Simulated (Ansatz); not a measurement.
# FeNi$_{3}$: elastic-constant calculation (part 2 of 2)

FeNi$_{3}$ (Pm-3m, 4 atoms in the cell); DFT, PBEsol, all-electron LAPW, scalar-relativistic; elastic constants from stresses of strained cells, spin-polarised (Ansatz 0.2.0); 10×10×10 k-mesh, Fermi–Dirac smearing of 0.05 eV, collinear spins. The structure derives from an entry of the Crystallography Open Database.

Output, continued:
```
SCF iter   1: F=—  HF=-158647.194997 eV  |F-HF|=—  |Δ(HF+E_count)|=         —  Δρ=2.10e-4 (↑1.01e-4 ↓2.10e-4)  dr2=3.49e-5  dr2_m=1.41e-6  M=4.720 μB ∫|m|=5.139 μB  β_m=0.30  ethr=5.75e-8  ⟨swp⟩=5.3  Hψ=152317  notcnv=0
preconditioner: auto → Kerker (q_TF=auto, 2.966 Å⁻¹)  [metal: Δε(μ)=0.001 eV  Ē_g=9.027 eV  σ=0.050 eV  W_gap=0.01  n_scr=18 (ndim 8)  ℏωp=35.1 eV  f_vac=0.000  D(μ)=2.83/eV (n_scr^D=26)]
spin=Collinear: Kerker preconditioning applied to the charge; magnetization (m = ρ↑ − ρ↓) channel mixes plain (no charge-response kernel on spin).
SCF iter   2: F=—  HF=-158647.194993 eV  |F-HF|=—  |Δ(HF+E_count)|=   3.90e-6  Δρ=1.66e-4 (↑8.43e-5 ↓1.66e-4)  dr2=2.30e-5  dr2_m=7.80e-7  M=4.720 μB ∫|m|=5.139 μB  β_m=0.65  ethr=4.99e-8  ⟨swp⟩=2.0  Hψ=46899  notcnv=0
SCF iter   3: F=—  HF=-158647.194992 eV  |F-HF|=—  |Δ(HF+E_count)|=   1.36e-6  Δρ=8.05e-5 (↑3.58e-5 ↓8.05e-5)  dr2=8.05e-6  dr2_m=2.73e-7  M=4.720 μB ∫|m|=5.138 μB  β_m=0.55  ethr=3.29e-8  ⟨swp⟩=2.0  Hψ=46906  notcnv=0
SCF iter   4: F=—  HF=-158647.194993 eV  |F-HF|=—  |Δ(HF+E_count)|=   1.13e-6  Δρ=9.97e-5 (↑3.75e-5 ↓9.97e-5)  dr2=1.25e-5  dr2_m=4.67e-7  M=4.720 μB ∫|m|=5.139 μB  β_m=0.38  ethr=1.15e-8  ⟨swp⟩=2.0  Hψ=46899  notcnv=0
SCF iter   5: F=—  HF=-158647.194990 eV  |F-HF|=—  |Δ(HF+E_count)|=   2.80e-6  Δρ=2.80e-5 (↑1.71e-5 ↓2.80e-5)  dr2=1.07e-6  dr2_m=2.88e-8  M=4.720 μB ∫|m|=5.139 μB  β_m=0.39  ethr=1.15e-8  ⟨swp⟩=2.0  Hψ=46899  notcnv=0
SCF iter   6: F=—  HF=-158647.194990 eV  |F-HF|=—  |Δ(HF+E_count)|=   4.05e-8  Δρ=3.30e-5 (↑1.14e-5 ↓3.30e-5)  dr2=1.25e-6  dr2_m=7.10e-8  M=4.720 μB ∫|m|=5.139 μB  β_m=0.29  ethr=1.52e-9  ⟨swp⟩=2.0  Hψ=46899  notcnv=0
iter 7 solved again at ethr=5.38e-11 eV; its pass at ethr=1.52e-9 eV (dr2=3.76e-8 eV) is discarded
SCF iter   7: F=—  HF=-158647.194990 eV  |F-HF|=—  |Δ(HF+E_count)|=   2.10e-7  Δρ=6.79e-6 (↑6.79e-6 ↓4.24e-6)  dr2=3.76e-8  dr2_m=1.64e-9  M=4.720 μB ∫|m|=5.139 μB  β_m=0.29  ethr=5.38e-11  ⟨swp⟩=2.0  Hψ=80406  notcnv=0
SCF iter   8: F=—  HF=-158647.194990 eV  |F-HF|=—  |Δ(HF+E_count)|=   2.27e-9  Δρ=2.67e-6 (↑2.67e-6 ↓1.30e-6)  dr2=4.17e-9  dr2_m=5.07e-10  M=4.720 μB ∫|m|=5.139 μB  β_m=0.65  ethr=5.37e-11  ⟨swp⟩=2.0  Hψ=46899  notcnv=0
SCF iter   9: F=—  HF=-158647.194990 eV  |F-HF|=—  |Δ(HF+E_count)|=   1.92e-9  Δρ=8.49e-7 (↑8.49e-7 ↓4.68e-7)  dr2=3.52e-10  dr2_m=7.58e-11  M=4.720 μB ∫|m|=5.139 μB  β_m=0.82  ethr=5.95e-12  ⟨swp⟩=2.0  Hψ=46899  notcnv=0
SCF iter  10: F=—  HF=-158647.194990 eV  |F-HF|=—  |Δ(HF+E_count)|=  3.20e-10  Δρ=8.46e-8 (↑5.68e-8 ↓8.46e-8)  dr2=5.68e-12  dr2_m=3.79e-13  M=4.720 μB ∫|m|=5.139 μB  β_m=0.75  ethr=2.43e-12 (applied; sched 1.00e-12)  ⟨swp⟩=2.0  Hψ=46899  notcnv=0
SCF iter  11: F=—  HF=-158647.194990 eV  |F-HF|=—  |Δ(HF+E_count)|=  8.73e-11  Δρ=3.66e-8 (↑2.26e-8 ↓3.66e-8)  dr2=7.76e-13  dr2_m=6.27e-14  M=4.720 μB ∫|m|=5.139 μB  β_m=0.87  ethr=2.43e-12 (applied; sched 1.00e-12)  ⟨swp⟩=2.0  Hψ=46899  notcnv=0
SCF iter  12: F=—  HF=-158647.194990 eV  |F-HF|=—  |Δ(HF+E_count)|=  2.62e-10  Δρ=6.43e-9 (↑3.70e-9 ↓6.43e-9)  dr2=3.41e-14  dr2_m=1.89e-15  M=4.720 μB ∫|m|=5.139 μB  β_m=0.87  ethr=2.43e-12 (applied; sched 1.00e-12)  ⟨swp⟩=2.0  Hψ=46899  notcnv=0
SCF iter  13: F=—  HF=-158647.194990 eV  |F-HF|=—  |Δ(HF+E_count)|=  8.73e-11  Δρ=7.02e-9 (↑2.26e-9 ↓7.02e-9)  dr2=6.08e-14  dr2_m=2.70e-15  M=4.720 μB ∫|m|=5.139 μB  β_m=0.63  ethr=2.43e-12 (applied; sched 1.00e-12)  ⟨swp⟩=2.0  Hψ=46899  notcnv=0
SCF iter  14: F=-158647.194990 eV  HF=-158647.194990 eV  |F-HF|=2.91e-11  |Δ(HF+E_count)|=  2.04e-10  Δρ=2.83e-9 (↑1.39e-9 ↓2.83e-9)  dr2=8.56e-15  dr2_m=4.01e-16  M=4.720 μB ∫|m|=5.139 μB  ethr=2.43e-12 (applied; sched 1.00e-12)  ⟨swp⟩=2.0  Hψ=46899  notcnv=0
SCF 5 converged in 14 iterations: F = -158647.194990 eV  dr2 = 8.56e-15
iter 1 solved again at ethr=5.48e-8 eV; its pass at ethr=1.00e-1 eV (dr2=3.84e-5 eV) is discarded
SCF iter   1: F=—  HF=-158647.194997 eV  |F-HF|=—  |Δ(HF+E_count)|=         —  Δρ=2.10e-4 (↑1.01e-4 ↓2.10e-4)  dr2=3.49e-5  dr2_m=1.41e-6  M=4.720 μB ∫|m|=5.139 μB  β_m=0.30  ethr=5.48e-8  ⟨swp⟩=5.3  Hψ=152419  notcnv=0
spin=Collinear: Kerker preconditioning applied to the charge; magnetization (m = ρ↑ − ρ↓) channel mixes plain (no charge-response kernel on spin).
SCF iter   2: F=—  HF=-158647.194993 eV  |F-HF|=—  |Δ(HF+E_count)|=   3.90e-6  Δρ=1.66e-4 (↑8.43e-5 ↓1.66e-4)  dr2=2.30e-5  dr2_m=7.80e-7  M=4.720 μB ∫|m|=5.139 μB  β_m=0.65  ethr=4.99e-8  ⟨swp⟩=2.0  Hψ=46899  notcnv=0
SCF iter   3: F=—  HF=-158647.194992 eV  |F-HF|=—  |Δ(HF+E_count)|=   1.36e-6  Δρ=8.05e-5 (↑3.58e-5 ↓8.05e-5)  dr2=8.05e-6  dr2_m=2.73e-7  M=4.720 μB ∫|m|=5.138 μB  β_m=0.55  ethr=3.29e-8  ⟨swp⟩=2.0  Hψ=46906  notcnv=0
SCF iter   4: F=—  HF=-158647.194993 eV  |F-HF|=—  |Δ(HF+E_count)|=   1.13e-6  Δρ=9.96e-5 (↑3.75e-5 ↓9.96e-5)  dr2=1.24e-5  dr2_m=4.66e-7  M=4.720 μB ∫|m|=5.139 μB  β_m=0.38  ethr=1.15e-8  ⟨swp⟩=2.0  Hψ=46899  notcnv=0
SCF iter   5: F=—  HF=-158647.194990 eV  |F-HF|=—  |Δ(HF+E_count)|=   2.80e-6  Δρ=2.80e-5 (↑1.71e-5 ↓2.80e-5)  dr2=1.07e-6  dr2_m=2.88e-8  M=4.720 μB ∫|m|=5.139 μB  β_m=0.39  ethr=1.15e-8  ⟨swp⟩=2.0  Hψ=46899  notcnv=0
SCF iter   6: F=—  HF=-158647.194990 eV  |F-HF|=—  |Δ(HF+E_count)|=   4.00e-8  Δρ=3.31e-5 (↑1.14e-5 ↓3.31e-5)  dr2=1.26e-6  dr2_m=7.14e-8  M=4.720 μB ∫|m|=5.139 μB  β_m=0.29  ethr=1.53e-9  ⟨swp⟩=2.0  Hψ=46899  notcnv=0
iter 7 solved again at ethr=5.34e-11 eV; its pass at ethr=1.53e-9 eV (dr2=3.74e-8 eV) is discarded
SCF iter   7: F=—  HF=-158647.194990 eV  |F-HF|=—  |Δ(HF+E_count)|=   2.12e-7  Δρ=6.78e-6 (↑6.78e-6 ↓4.23e-6)  dr2=3.74e-8  dr2_m=1.64e-9  M=4.720 μB ∫|m|=5.139 μB  β_m=0.29  ethr=5.34e-11  ⟨swp⟩=2.0  Hψ=80406  notcnv=0
SCF iter   8: F=—  HF=-158647.194990 eV  |F-HF|=—  |Δ(HF+E_count)|=   2.47e-9  Δρ=2.67e-6 (↑2.67e-6 ↓1.30e-6)  dr2=4.14e-9  dr2_m=5.06e-10  M=4.720 μB ∫|m|=5.139 μB  β_m=0.65  ethr=5.34e-11  ⟨swp⟩=2.0  Hψ=46899  notcnv=0
SCF iter   9: F=—  HF=-158647.194990 eV  |F-HF|=—  |Δ(HF+E_count)|=   1.95e-9  Δρ=8.49e-7 (↑8.49e-7 ↓4.68e-7)  dr2=3.51e-10  dr2_m=7.58e-11  M=4.720 μB ∫|m|=5.139 μB  β_m=0.82  ethr=5.92e-12  ⟨swp⟩=2.0  Hψ=46899  notcnv=0
SCF iter  10: F=—  HF=-158647.194990 eV  |F-HF|=—  |Δ(HF+E_count)|=  4.95e-10  Δρ=8.46e-8 (↑5.68e-8 ↓8.46e-8)  dr2=5.67e-12  dr2_m=3.76e-13  M=4.720 μB ∫|m|=5.139 μB  β_m=0.75  ethr=2.43e-12 (applied; sched 1.00e-12)  ⟨swp⟩=2.0  Hψ=46899  notcnv=0
SCF iter  11: F=—  HF=-158647.194990 eV  |F-HF|=—  |Δ(HF+E_count)|=  1.46e-10  Δρ=3.65e-8 (↑2.26e-8 ↓3.65e-8)  dr2=7.72e-13  dr2_m=6.14e-14  M=4.720 μB ∫|m|=5.139 μB  β_m=0.87  ethr=2.43e-12 (applied; sched 1.00e-12)  ⟨swp⟩=2.0  Hψ=46899  notcnv=0
SCF iter  12: F=—  HF=-158647.194990 eV  |F-HF|=—  |Δ(HF+E_count)|=  1.75e-10  Δρ=6.14e-9 (↑3.72e-9 ↓6.14e-9)  dr2=3.07e-14  dr2_m=1.64e-15  M=4.720 μB ∫|m|=5.139 μB  β_m=0.87  ethr=2.43e-12 (applied; sched 1.00e-12)  ⟨swp⟩=2.0  Hψ=46899  notcnv=0
SCF iter  13: F=—  HF=-158647.194990 eV  |F-HF|=—  |Δ(HF+E_count)|=  8.73e-11  Δρ=6.82e-9 (↑2.27e-9 ↓6.82e-9)  dr2=5.82e-14  dr2_m=2.48e-15  M=4.720 μB ∫|m|=5.139 μB  β_m=0.63  ethr=2.43e-12 (applied; sched 1.00e-12)  ⟨swp⟩=2.0  Hψ=46899  notcnv=0
SCF iter  14: F=-158647.194990 eV  HF=-158647.194990 eV  |F-HF|=8.73e-11  |Δ(HF+E_count)|=  5.82e-11  Δρ=2.35e-9 (↑1.29e-9 ↓2.35e-9)  dr2=5.75e-15  dr2_m=2.71e-16  M=4.720 μB ∫|m|=5.139 μB  ethr=2.43e-12 (applied; sched 1.00e-12)  ⟨swp⟩=2.0  Hψ=46899  notcnv=0
SCF 6 converged in 14 iterations: F = -158647.194990 eV  dr2 = 5.75e-15
SCF converged after 9 iterations
Magnetization: 4.7201 μB (37.3601 up, 32.6399 down)
Absolute magnetization: 5.1386 μB (∫|ρ↑−ρ↓|)
Spin contamination: 0.0890 ħ² per cell (⟨S²⟩ above its minimum at these occupations)
Per-site moments (μB) at R_I (Å): [(2.8648514667914675, 1.1962174012242948), (0.6561547526182583, 1.1962174012242948), (0.6561547526182583, 1.1962174012242948), (0.6561547526182583, 1.1962174012242948)]
Free energy (F): -158647.195488 eV
Harris-Foulkes:  -158647.195488 eV  (|F-HF|=5.82e-11)
Internal energy: -158647.172250 eV  (E = F + TS)
E sigma→0 (E₀):  -158647.183869 eV
Entropy (-TS):   -0.023238 eV (-5.809 meV/atom)
Fermi energy:    19.327958 eV
--- Per-component energies (eV) ---
  E_band       = -1008.447093
  E_kinetic    = 161092.625012
  E_xc         = -6577.630397
  E_electrostatic = -313162.166865  (all electrons and nuclei)
  E_smearing   = -0.023238  (= −TS)
  E_closure    = 0.000000  (closes the sum)
  E_atoms      = -158613.735777  (free atoms, spherical and without spin; not in F)
  Σ components = -158647.195488   (vs F -158647.195488, Δ=0.00e0)
  Basis errors (estimates in eV, not in F): energy 2.4e-4 per atom: plane waves 2.1e-4 (1.1e-4 summed), levels above the bands 6.3e-104, relativity 5.4e-9, radial functions 3.3e-5, core shells 1.4e-8; eigenvalues (radial functions only) 2.8e-7; not estimated: angular momenta, meshes, grids; target (lapw.basis_error) 1.0e-3; muffin-tin radii Fe 1.196 Å, Ni 1.196 Å
--- Forces (eV/Å), atoms counted from 1 ---
  atom   1  Fe     0.00000000    -0.00000000     0.00000000
  atom   2  Ni    -0.00000000    -0.00000000    -0.00000000
  atom   3  Ni     0.00000000     0.00000000    -0.00000000
  atom   4  Ni     0.00000000    -0.00000000    -0.00000000
  max |Σ_I F_I| component: 1.09e-29 eV/Å
--- Stress (GPa, compression-positive) ---
       -0.009995       0.000000       0.000000
        0.000000      -0.009995       0.000000
        0.000000       0.000000      -0.009995
  P = ⅓ Tr σ = -0.0100 GPa (-0.100 kbar)
--- Band table (eV; the first three rows and the last of 112) ---
  k-point 0 ↑: bands = ["-84.2128", "-84.1745", "-84.1745", "-69.4842", "-44.8018", "-44.8018", "-44.8018", "-44.7196", "-44.7196", "-44.7196", "-44.6283", "-44.6283", "-44.6283", "-35.6512", "-35.6512", "-35.6512", "9.7791", "13.7207", "13.7207", "14.3474", "14.5021", "14.5021", "14.5021", "16.5153", "16.5153", "16.5153", "17.6643", "17.6643", "18.5245", "18.5245", "18.5301", "18.7076", "18.7076", "18.7076", "18.7282", "18.7282", "18.7282", "21.4593", "21.4593", "21.4593", "28.5357", "28.5357", "28.9514", "33.6936", "33.6936"]
  k-point 1 ↑: bands = ["-84.2120", "-84.1753", "-84.1745", "-69.4842", "-44.7995", "-44.7995", "-44.7982", "-44.7202", "-44.7202", "-44.7197", "-44.6322", "-44.6299", "-44.6299", "-35.6519", "-35.6513", "-35.6513", "9.9134", "13.7643", "13.7875", "14.3986", "14.5448", "14.5509", "14.5509", "16.4633", "16.5538", "16.5538", "17.6123", "17.6809", "18.3830", "18.3830", "18.4605", "18.4693", "18.5078", "18.6458", "18.6458", "18.7077", "18.7283", "20.8092", "21.9024", "21.9024", "28.5632", "28.7866", "29.5864", "33.2117", "33.2117"]
  k-point 2 ↑: bands = ["-84.2096", "-84.1777", "-84.1745", "-69.4842", "-44.7931", "-44.7931", "-44.7878", "-44.7221", "-44.7221", "-44.7202", "-44.6432", "-44.6343", "-44.6343", "-35.6537", "-35.6515", "-35.6515", "10.3101", "13.8498", "13.9733", "14.5512", "14.6692", "14.6975", "14.6975", "16.3147", "16.6659", "16.6659", "17.4634", "17.7168", "17.7168", "17.7278", "18.2768", "18.3045", "18.4416", "18.4416", "18.4549", "18.7080", "18.7286", "19.4636", "22.8986", "22.8986", "28.6511", "28.8893", "31.5577", "31.8070", "31.8070"]
  k-point 55 ↓: bands = ["-83.3238", "-83.3238", "-83.3238", "-66.2192", "-44.0043", "-43.9638", "-43.9638", "-43.9638", "-43.8174", "-43.8174", "-43.8174", "-43.7886", "-43.7886", "-32.4702", "-32.4702", "-32.4702", "14.5464", "14.5464", "14.5464", "14.6949", "17.3050", "17.3050", "17.3050", "17.5140", "17.5140", "17.5140", "17.7954", "17.7954", "18.6224", "18.7191", "18.7191", "18.7191", "19.3882", "19.3882", "19.3882", "20.1827", "20.1827", "20.1827", "20.4916", "20.4916", "25.8964", "25.8964", "25.8964", "26.3853", "40.7499"]
--- Elastic constants: 2 strain directions × 2 members + reference (group order 48) ---
  dense FFT box of the reference and of every strained cell: 24×24×24
  strains applied: 11, 23; error gains: componentwise 1.00 (the most a stress slope's error grows in a printed constant), spectral 1.73 (1 for all six strains in a standard setting)
  C = ∂σ_k/∂η_j (tension-positive GPa; Voigt order 11 22 33 23 13 12):
       322.678    177.410    177.410     -0.000     -0.000     -0.000
       177.410    322.678    177.410     -0.000     -0.000     -0.000
       177.410    177.410    322.678     -0.000     -0.000     -0.000
         0.000      0.000      0.000    150.364     -0.000     -0.000
         0.000      0.000     -0.000     -0.000    150.364      0.000
        -0.000     -0.000      0.000      0.000      0.000    150.364
  reference stress σ⁰ (GPa):      0.010      0.010      0.010      0.000      0.000      0.000
  no Pulay correction (none for the plane-wave cutoff is built on LAPW): the batch's stresses and constants are at fixed plane waves
  C* (energy form; C + prestress term) asymmetry max|C*_kj − C*_jk| = 2.842e-14 GPa — a small one proves nothing (zero by symmetry where the batch's group is 432, −43m or m−3m); a large one is finite-difference/SCF noise where every solve meets its electron count
  moduli (Voigt/Reuss/Hill, GPa): K = 225.83/225.83/225.83   G = 119.27/105.29/112.28   E = 288.96   ν = 0.287
  mechanically stable: yes (min eigenvalue of sym C = 145.27 GPa)
  where every solve meets its electron count the energy-path curvature estimates C_jj along a normal strain and C_jj − ¼(σ⁰_aa + σ⁰_bb) along a shear (ab), closely only under elastic.basis: deformed
  strain η (Voigt 11):  stress-route row diagonal C_11 = 322.68 GPa, energy-path curvature d²(F+E_count)/dδ²/Ω₀ = 322.79 GPa
         δ    σ_11 (GPa)             F (eV)   n_scf  n_hpsi   n_pw
    -5.000e-3      -1.6268     -158647.1944220      16  601020    624   relax 0 steps, max|allowed force component| 1.38e-30 eV/Å
     5.000e-3       1.6000     -158647.1944161      17  632402    624   relax 0 steps, max|allowed force component| 5.92e-31 eV/Å
  strain η (Voigt 23):  stress-route row diagonal C_44 = 150.36 GPa, energy-path curvature d²(F+E_count)/dδ²/Ω₀ = 150.36 GPa
         δ    σ_23 (GPa)             F (eV)   n_scf  n_hpsi   n_pw
    -5.000e-3      -0.7518     -158647.1949899      14  799384    624   relax 0 steps, max|allowed force component| 2.76e-30 eV/Å
     5.000e-3       0.7518     -158647.1949899      14  799484    624   relax 0 steps, max|allowed force component| 1.18e-30 eV/Å
```

File elastic.tsv:
```
# convention: tension-positive GPa; Voigt order 11 22 33 23 13 12; engineering shear strains; stresses and constants hold the Pulay correction, whose part of sigma0, of c and of each member's stress the lines and columns named pulay_correction_..._gpa give (of
# sigma0_gpa = 9.9950362057e-3 9.9950362057e-3 9.9950362057e-3 0.0000000000e0 0.0000000000e0 0.0000000000e0
# pulay_correction_withheld = augmented_plane_waves
# c_energy_asymmetry_gpa = 2.8421709430e-14
# group_order = 48
# error_gain_componentwise = 1.0000000000e0	error_gain_spectral = 1.7320508076e0
# k_voigt_gpa = 2.2583274989e2	k_reuss_gpa = 2.2583274989e2	k_hill_gpa = 2.2583274989e2
# g_voigt_gpa = 1.1927159177e2	g_reuss_gpa = 1.0529181961e2	g_hill_gpa = 1.1228170569e2
# youngs_gpa = 2.8895640574e2	poisson = 2.8674748910e-1
# min_eigenvalue_gpa = 1.4526743953e2	stable = true
# k	c_k1_gpa	c_k2_gpa	c_k3_gpa	c_k4_gpa	c_k5_gpa	c_k6_gpa	c_energy_k1_gpa	c_energy_k2_gpa	c_energy_k3_gpa	c_energy_k4_gpa	c_energy_k5_gpa	c_energy_k6_gpa	pulay_correction_c_k1_gpa	pulay_correction_c_k2_gpa	pulay_correction_c_k3_gpa	pulay_correction_c_k4_gpa	pu
```

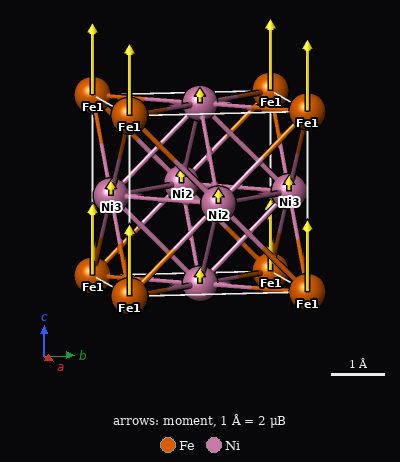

Magnetic moments of the sites as yellow arrows (ball-and-stick view of the cell of the calculation, seen slightly off an axis; atoms are numbered from 1 in the order of the input); small moments hardly show. The run is collinear, so the axis drawn is arbitrary. Site moments: Fe1 (2.86 μB); all 3 Ni atoms (0.66 μB). They are counted near the atoms and needn't add up to the moment of the cell.

This output came from the following input.

The input:
```yaml
crystal:
  lattice:
    - [3.4880554589, 0.0, 0.0]
    - [0.0, 3.4880554589, 0.0]
    - [0.0, 0.0, 3.4880554589]
  atoms:
    - { symbol: Fe, position: [0.0, 0.0, 0.0], spin: 2.8 }
    - { symbol: Ni, position: [0.0, 0.5, 0.5], spin: 0.7 }
    - { symbol: Ni, position: [0.5, 0.0, 0.5], spin: 0.7 }
    - { symbol: Ni, position: [0.5, 0.5, 0.0], spin: 0.7 }
magnetization:
  spin_polarized: true
kpoints:
  mp_grid: { grid: [10, 10, 10] }
scf:
  occupations: { method: fermi_dirac, width: 0.05 }
hamiltonian:
  xc: pbesol
  pseudopotentials: { kind: all_electron, lapw: { basis_error: 0.001 } }
elastic:
  mode: relaxed_ion
  stencil: two_point
  amplitude: 0.005
```

Launch command:
```bash
ansatz run input.yaml --threads 2 --pin off --max-ram 8192MiB --backend cpu --events-out ev --progress --plain --runs-dir out
```

Summary:

| quantity | value |
| --- | --- |
| outcome | converged |
| space group (tolerance 0.01 Å) | Pm-3m (221) |
| electrons in bands (core shells apart) | 70 |
| free energy | −158647.1955 eV |
| Fermi energy | 19.328 eV |
| net moment of the cell | 4.72 μB |
| integrated absolute moment | 5.14 μB |
| pressure | −0.01 GPa |
| largest force (length of the vector) | under 0.001 eV/Å |
| hardware | 2 threads of Arm Neoverse V2, 240 GiB of memory available, shared host |
| wall time | 16 min (CPU time 32 min) |
| peak memory | 2.4 GiB |
